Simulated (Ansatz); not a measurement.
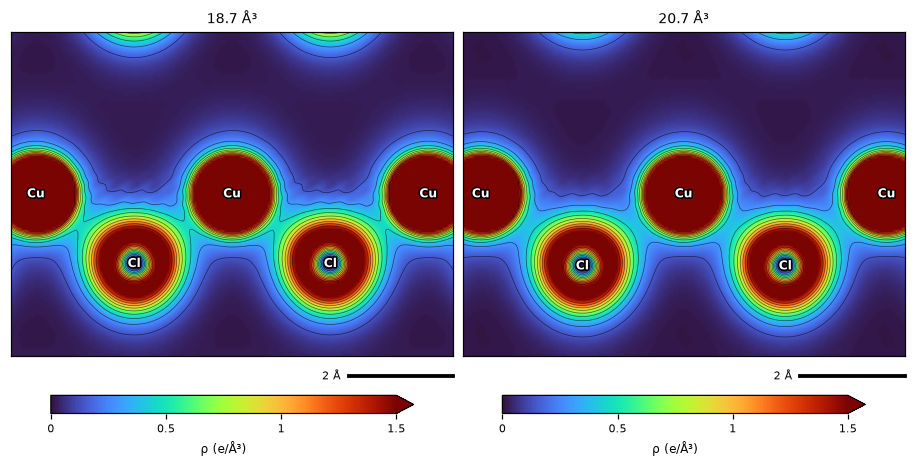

CuCl. The valence charge density (pseudo) of cells scaled evenly to different volumes (given per atom above each panel), on the (011̄) plane of each (indices in the axes of the cell below), at one length scale and on one colour scale.

Computed without spin polarisation.

Theory: DFT, PBE, PAW with Ansatz's default frozen-core files, scalar-relativistic (Ansatz 0.2.0).

Core electrons are frozen (PAW), and the valence fields are smoothed inside the atomic spheres.

The largest cell:

```xyz
2
Lattice="0.0000 2.7458 2.7458 2.7458 0.0000 2.7458 2.7458 2.7458 0.0000" Properties=species:S:1:pos:R:3 pbc="T T T"
Cu    0.0000    0.0000    0.0000
Cl    4.1186    4.1186    4.1186
```

| volume (Å³/atom) | Cu–Cl contact in the plane (Å) | ρ at its midpoint (e/Å³) | pressure (GPa) | 
| --- | --- | --- | --- |
| 18.71 | 2.299 | 0.497 | 3.7 | 
| 20.10 | 2.355 | ? | ? | 
| 20.70 | 2.378 | 0.425 | −1.6 | 

Q: Estimate the missing row, and compare with the calculation.

A: Over the known rows ln ρ falls by 1.98 per Å of Cu–Cl distance (the line through the two), which gives 0.445 e/Å³ at 2.355 Å; the calculation gives 0.445 e/Å³. For the pressure, a straight line in volume between the neighbouring rows gives 0.0 GPa; the calculation gives −0.4, lower because pressure rises ever faster on compression.
